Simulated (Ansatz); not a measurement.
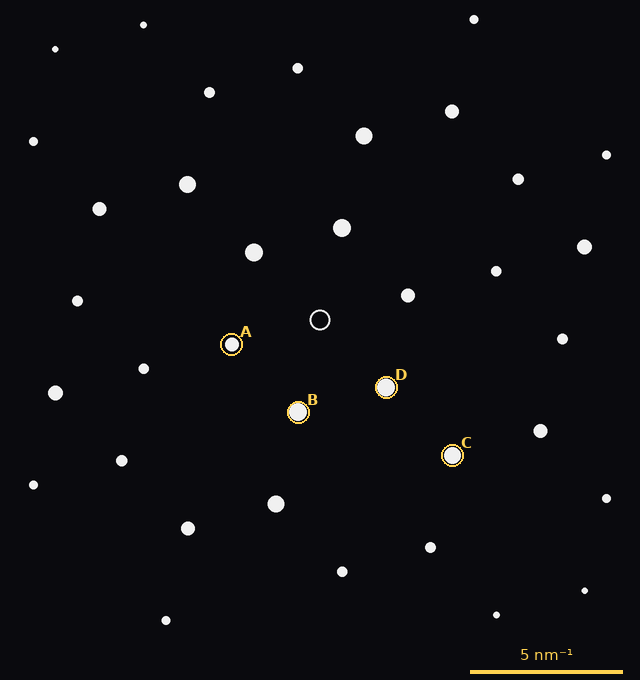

Computed electron diffraction pattern, 80 kV, single scattering only, B = 1 Å². The zone axis points towards the electron source and the pattern is seen from the source side.

Sm, space group P6_3/mmc (No. 194), a = 3.831 Å, c = 12.434 Å (hexagonal axes). Structure: the input geometry of an electronic-structure calculation (not necessarily at equilibrium); the starting structure was generated, so it need not be a known form of this composition.

| atom | site | symmetry | x | y | z |
| --- | --- | --- | --- | --- | --- |
| Sm | 2a | -3m. | 0.0000 | 0.0000 | 0.0000 |
| Sm | 2c | -6m2 | 0.3333 | 0.6667 | 0.2500 |

Spot A is indexed 0 -1 0 and spot B 1 -1 -1.

Give hkl for C, D.

Answer. C = −2A + 2B = 2 0 -2 (d = 1.603 Å). D = −A + B = 1 0 -1 (d = 3.205 Å).

Find the zone axis.

Answer. The cross product of A and B is parallel to [101]; every spot obeys hu + kv + lw = 0.
